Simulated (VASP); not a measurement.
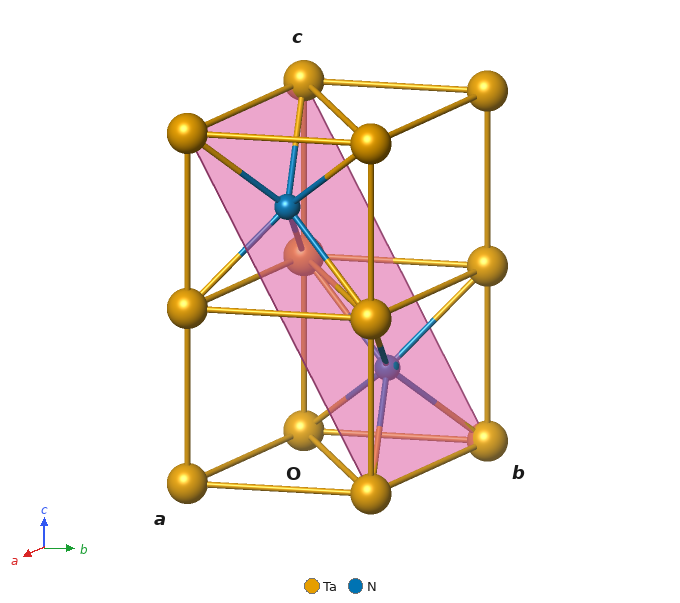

Every member of one family of equally spaced planes, hx + ky + lz = a whole number, that cuts the unit cell is shaded (one member passes through the origin O, touching the cell only at an edge or corner). Crystal: TaN, coordinates from a relaxation with VASP 6.6.1, VASP Kohn-Sham DFT of a periodic cell, PW91, VASP PAW PBE potentials, recommended. Symmetry computed with spglib at a tolerance of 0.002 Å; standard conventional cell.

a = 2.924 Å, b = 2.924 Å, c = 5.921 Å, α = 90.00°, β = 90.00°, γ = 120.00°.

Question: Which (hkl) family is drawn?

Answer: (0 1 1), in four indices (0 1 −1 1); the opposite sign names the same planes. The member next to the origin meets the axes a never, b at 1, c at 1.

Question: What is the spacing?

Answer: d = 2.329 Å.

Question: Which atoms of the cell lie in these planes (within 0.03 Å)?

Answer: 1 of the 2 Ta.

Question: The space group is P6₃/mmc (No. 194). How many reflections hkl are equivalent to this one (itself included), and does it occur?

Answer: 12 reflections are equivalent in the Laue class 6/mmm. The space group allows the reflection.
